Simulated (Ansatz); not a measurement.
# Al8O9: what the fields show

Input file:

```
crystal:
  lattice:
    - [-2.409395, -4.173459, 0.042611]
    - [2.415808, -1.350096, -4.376685]
    - [4.721635, -2.770973, 4.338698]
  atoms:
    - { symbol: Al, position: [0.5011821573, 0.796072586, 0.8540753729] }
    - { symbol: Al, position: [0.0138198339, 0.302950916, 0.3509659371] }
    - { symbol: Al, position: [0.5167411758, 0.2101502434, 0.6448092773] }
    - { symbol: Al, position: [0.9792558571, 0.7089205635, 0.1490463213] }
    - { symbol: Al, position: [0.5101389997, 0.1960487834, 0.1569136032] }
    - { symbol: Al, position: [0.9983452492, 0.7130258024, 0.6302640266] }
    - { symbol: Al, position: [0.4357860979, 0.7493746852, 0.3679340477] }
    - { symbol: Al, position: [0.013946164, 0.2999610566, 0.84893915] }
    - { symbol: O, position: [0.3532228424, 0.1497106994, 0.9001741002] }
    - { symbol: O, position: [0.8537718462, 0.3494891717, 0.0949871879] }
    - { symbol: O, position: [0.8046246909, 0.0033257045, 0.747203387] }
    - { symbol: O, position: [0.6494070618, 0.8480954848, 0.0975036988] }
    - { symbol: O, position: [0.165468461, 0.3305916932, 0.5968208598] }
    - { symbol: O, position: [0.1580729658, 0.6526742434, 0.9051023413] }
    - { symbol: O, position: [0.6649002256, 0.1742659533, 0.4036736941] }
    - { symbol: O, position: [0.7009092346, 0.5083708223, 0.7460228202] }
    - { symbol: O, position: [0.1914670345, 0.9998599912, 0.2500815993] }
basis:
  ecutwfc: 420
kpoints:
  mp_grid: { grid: [6, 6, 5] }
hamiltonian:
  xc: pbe
scf:
  occupations: { method: gaussian, width: 0.1 }
  n_extra_bands: 8
output:
  forces: true
  stress: true
  eigenvalues: true
  populations: true
  dos:
    method: { smearing: { sigma: 0.1, scheme: gaussian } }
    projected: true
    de: 0.02
  write_density: true
  write_potential: true
  elf: true
  volumetric_format: npy
```

Launched as:

```sh
ansatz run input.yaml --threads 4 --pin off --max-ram 9216MiB --backend cpu --events-out ev --progress --plain --runs-dir out
```

Below, planes, directions and counts refer to the conventional cell (a = 4.82 Å, b = 5.18 Å, c = 6.99 Å, α = 83.90°, β = 89.36°, γ = 89.14°).

Space group P1; a generated structure, not necessarily the stable one.

The calculation used DFT PBE, scalar-relativistic, plane waves, PAW in Ansatz.

In a PAW calculation such maps are meaningful between the atoms, not at the nuclei.

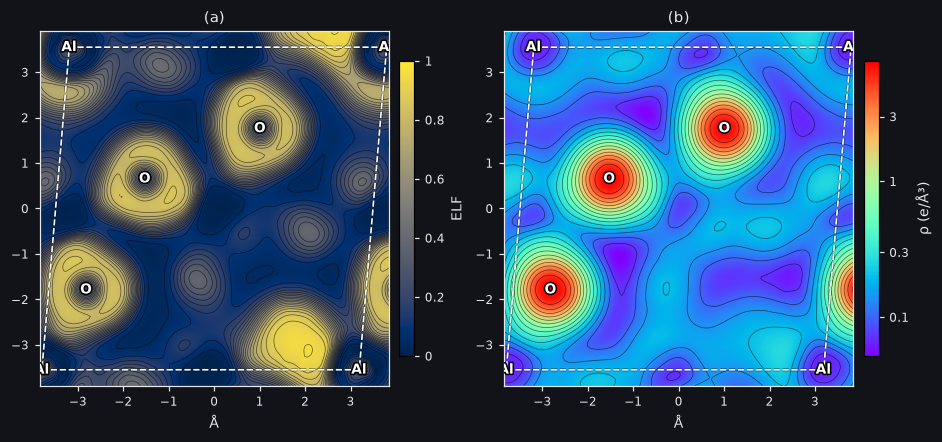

Figure 1. (a) ELF; (b) valence charge density (pseudo) on the (11̄0) plane of the conventional cell.

What does the map show?

Atoms in the plane: Al and O. Atoms just off the plane (Al, 0.4 Å away) can leave unmarked features too. Al–O (2.01 Å): ρ at the midpoint is about 0.47 e/Å³; the ELF peaks at about 0.85 in the valence shell of O, 0.7 Å from its nucleus, and is about 0.70 at the midpoint. Between the atoms the lowest density in this plane is 0.05 e/Å³. The ELF also peaks beside Al, away from the bonds: lone-pair regions.

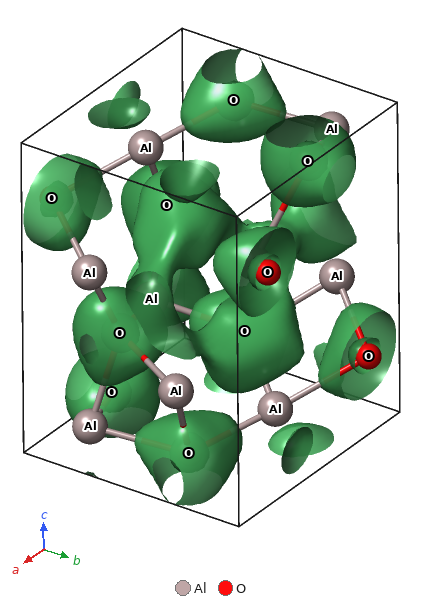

Figure 2. Isosurface of the electron localisation function at 0.7 (green), seen at an oblique angle. Only the valence region is drawn (cores and ρ < 0.01 e/Å³ removed). Sticks mark near contacts.

Identify the bonds, lone pairs and shells in this picture.

The ELF exceeds this value in nine regions on O in which the atom's valence shell and bonds are merged and channels that run through the cell in one direction, counted in one cell of 17 atoms. Any copies at cell faces, edges or corners count once. Profiles from the grid: Al–O (1.81 Å): the ELF peaks at about 0.85 in the valence shell of O, 0.7 Å from its nucleus, and is about 0.85 at the midpoint. Al–O (1.86 Å): the ELF peaks at about 0.85 in the valence shell of O, 0.7 Å from its nucleus, and is about 0.80 at the midpoint.

Does the calculation give a band gap?

It is gapped, with a Kohn–Sham gap of 0.36 eV on the k-point mesh, an upper bound to the gap of this method.
